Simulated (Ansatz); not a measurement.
# A series of single points on BN

System: BN (P6₃/mmc, 4 atoms in the cell).
Method: Kohn-Sham DFT of a periodic cell, r2SCAN with D4, Ansatz PAW, no spin polarisation (Ansatz 0.2.0).

The 6 runs differ only in the geometry, by an even scaling of the cell at fixed fractional positions. The structure derives from an entry of the Crystallography Open Database.

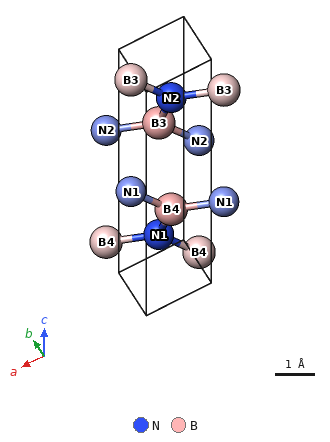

Figure 1. The structure of run 4 (ball-and-stick view of the cell of the calculation, seen at an oblique angle; neighbours outside the cell are drawn fainter; atoms are numbered from 1 in the order of the input).

### Input of run 4
```yaml
crystal:
  lattice:
    - [2.49824, 0.0, 0.0]
    - [-1.24912, 2.1635393048, 0.0]
    - [0.0, 0.0, 6.6357]
  atoms:
    - { symbol: "N", position: [0.6666666667, 0.3333333333, 0.25] }
    - { symbol: "N", position: [0.3333333333, 0.6666666667, 0.75] }
    - { symbol: B, position: [0.6666666667, 0.3333333333, 0.75] }
    - { symbol: B, position: [0.3333333333, 0.6666666667, 0.25] }
hamiltonian:
  xc: r2scan
  pseudopotentials: { kind: paw }
  dispersion: d4
kpoints:
  mp_grid: { grid: [12, 12, 4] }
scf:
  occupations: { method: fermi_dirac, width: 0.05 }
output:
  forces: true
  stress: true
  eigenvalues: true
```

Command:
```bash
ansatz run input.yaml --threads 2 --pin off --max-ram 5120MiB --backend cpu --events-out ev --progress --plain --runs-dir out
```

Lattice vectors (Å) and fractional positions of run 4:
```
   2.498240    0.000000    0.000000
  -1.249120    2.163539    0.000000
   0.000000    0.000000    6.635700
N   0.666667  0.333333  0.250000
N   0.333333  0.666667  0.750000
B   0.666667  0.333333  0.750000
B   0.333333  0.666667  0.250000
```

Run 2 differs from it as follows:
```diff
-    - [2.49824, 0.0, 0.0]
-    - [-1.24912, 2.1635393048, 0.0]
-    - [0.0, 0.0, 6.6357]
+    - [2.464475861, 0.0, 0.0]
+    - [-1.2322379305, 2.1342987027, 0.0]
+    - [0.0, 0.0, 6.5460173847]
```

### Results, with one run withheld

| run | volume per atom (Å³) | free energy per atom, from the lowest run given (meV) | pressure (GPa) | gap on the mesh (eV) |
| --- | --- | --- | --- | --- |
| 1 | 8.429 | 28.22 | 17.49 | 4.92 |
| 2 | 8.608 | ? | ? | ? |
| 3 | 8.787 | 3.03 | 5.39 | 4.87 |
| 4 | 8.967 | 0.00 | 0.11 | 4.85 |
| 5 | 9.146 | 2.61 | −4.71 | 4.82 |
| 6 | 9.325 | 10.39 | −9.11 | 4.80 |

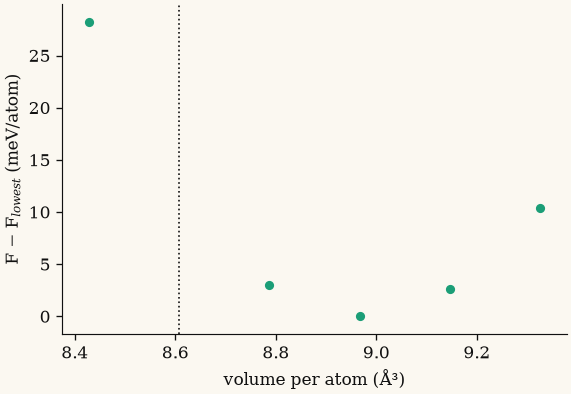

Figure 2. Free energy per atom of the runs given; the dotted line marks run 2.

Fit the runs given and predict run 2.

A cubic polynomial in V^(−2/3) (the Birch–Murnaghan form), fitted to the 5 runs given, misses them by at most 0.01 meV per atom. With x = V^(−2/3) − 0.23247 Å⁻², it reads F = 0.20009 + 497.42 x + 2.9519e+05 x² − 2.9752e+05 x³ (meV per atom). At run 2 it gives 12.25 meV per atom, and the run itself gives 12.25. The slope of the fit gives a pressure −dF/dV of 11.18 GPa there, and the run prints 11.16 GPa. The fit has its minimum at 8.970 Å³ per atom, where V d²F/dV² gives 252 GPa. Cell shape and fractional positions are held, so this is the stiffness under even scaling; the relaxed bulk modulus wasn't computed and can be far lower in a crystal of layers, chains or molecules like this one. The gap on the mesh goes, without turning, from 4.92 eV in run 1 to 4.80 eV in run 6; run 2 has 4.89 eV. These are gaps of this functional on this mesh, which can miss the band edges; they aren't the measured gap.

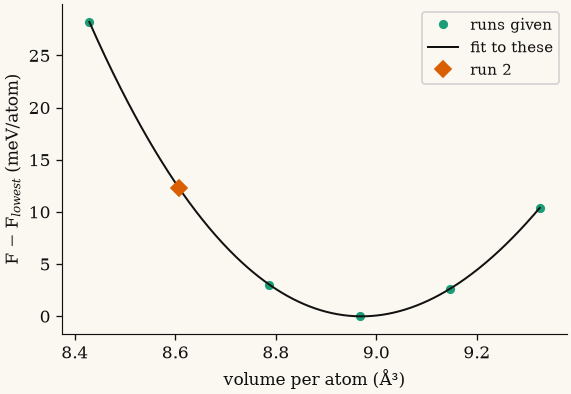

Figure 3. The fit and the withheld run.

### Output, shortened to warnings, some set-up lines, iterations and results (run 2)
```
Basis set: ecut = 500 eV, 881 PW (Γ), exchange–correlation on 72×72×192 points (64 copies of the dense FFT grid, shifted against one another)
Symmetry: 24 space group operations
k-points: 57 of 576
Initial density: superposition of atomic densities (neutral atoms: chi_scale 0, normalization atom), corrected by the library's trained network
[...]
SCF iter   1: F=—  HF=-1088.336860 eV  |F-HF|=—  |Δ(HF+E_count)|=         —  Δρ=8.94e-3  dr2=2.02e-2  dr2_τ=7.74e-1  ethr=1.77e-3  ⟨swp⟩=6.6  Hψ=4336  notcnv=0
SCF iter   2: F=—  HF=-1088.473297 eV  |F-HF|=—  |Δ(HF+E_count)|=   1.36e-1  Δρ=5.24e-3  dr2=4.30e-3  dr2_τ=2.96e-4  ethr=1.26e-4  ⟨swp⟩=2.4  Hψ=1865  notcnv=0
SCF iter   3: F=—  HF=-1088.472936 eV  |F-HF|=—  |Δ(HF+E_count)|=   3.61e-4  Δρ=8.01e-4  dr2=1.58e-4  dr2_τ=9.44e-5  ethr=2.68e-5  ⟨swp⟩=2.9  Hψ=1287  notcnv=0
SCF iter   4: F=—  HF=-1088.472924 eV  |F-HF|=—  |Δ(HF+E_count)|=   1.21e-5  Δρ=2.73e-4  dr2=1.66e-5  dr2_τ=1.58e-6  ethr=9.89e-7  ⟨swp⟩=2.0  Hψ=1073  notcnv=0
SCF iter   5: F=—  HF=-1088.472920 eV  |F-HF|=—  |Δ(HF+E_count)|=   4.76e-6  Δρ=9.63e-5  dr2=1.82e-6  dr2_τ=2.10e-7  ethr=1.04e-7  ⟨swp⟩=2.0  Hψ=1127  notcnv=0
SCF iter   6: F=—  HF=-1088.472920 eV  |F-HF|=—  |Δ(HF+E_count)|=   5.24e-7  Δρ=3.93e-5  dr2=3.43e-7  dr2_τ=8.35e-9  ethr=1.14e-8  ⟨swp⟩=2.0  Hψ=1052  notcnv=0
SCF iter   7: F=-1088.472920 eV  HF=-1088.472920 eV  |F-HF|=3.80e-10  |Δ(HF+E_count)|=   4.07e-8  Δρ=5.61e-6  dr2=6.20e-9  dr2_τ=2.86e-10  ethr=6.25e-10  ⟨swp⟩=5.7  Hψ=3252  …
SCF 1 converged in 7 iterations: F = -1088.472920 eV  dr2 = 6.20e-9
SCF converged after 7 iterations
Free energy (F): -1088.472920 eV
Harris-Foulkes:  -1088.472920 eV  (|F-HF|=3.80e-10)
Internal energy: -1088.472920 eV  (E = F + TS)
E sigma→0 (E₀):  -1088.472920 eV
Fermi energy:    7.407530 eV
--- Per-component energies (eV) ---
  E_band       = -42.633125
  E_kinetic    = 372.178207
  E_local      = -687.702464  (includes V_loc(G=0)·N_el)
  E_nonlocal   = 115.214079
  E_hartree    = 222.517293
  E_xc         = -183.247492
  E_vxc        = -254.124558  (∫ρ·V_xc dr)
  E_paw        = -420.270038  (= ΣΔE_a)
  E_vpaw       = -47.720662  (= ΣTr[D̂ρ^β])
  E_aug_tail   = 0.000041  (compensation charges beyond the density's cutoff)
  E_vtau       = 14.488558  (kinetic-family band-sum trace: ∫τ·v_τ [+ j·A + Jᵃ·Aᵃ] dr)
  E_ewald      = -506.780433
  E_disp       = -0.286100  (pairwise vdW)
  E_core_change = -0.096013  (= ΣΔE_core)
  E_smearing   = -0.000000  (= −TS)
  E_closure    = -0.000000  (closes the sum)
  Σ components = -1088.472920   (vs F -1088.472920, Δ=0.00e0)
--- Forces (eV/Å), atoms counted from 1 ---
  atom   1  N      0.00000000    -0.00000000     0.00000000
  atom   2  N      0.00000000     0.00000000     0.00000000
  atom   3  B     -0.00000000     0.00000000     0.00000000
  atom   4  B      0.00000000     0.00000000     0.00000000
  max |Σ_I F_I| component: 4.63e-17 eV/Å
--- Stress (GPa, compression-positive) ---
       16.598642       0.000000       0.000000
       -0.000000      16.598642       0.000000
        0.000000       0.000000       0.290556
  P = ⅓ Tr σ = 11.1626 GPa (111.626 kbar)
```
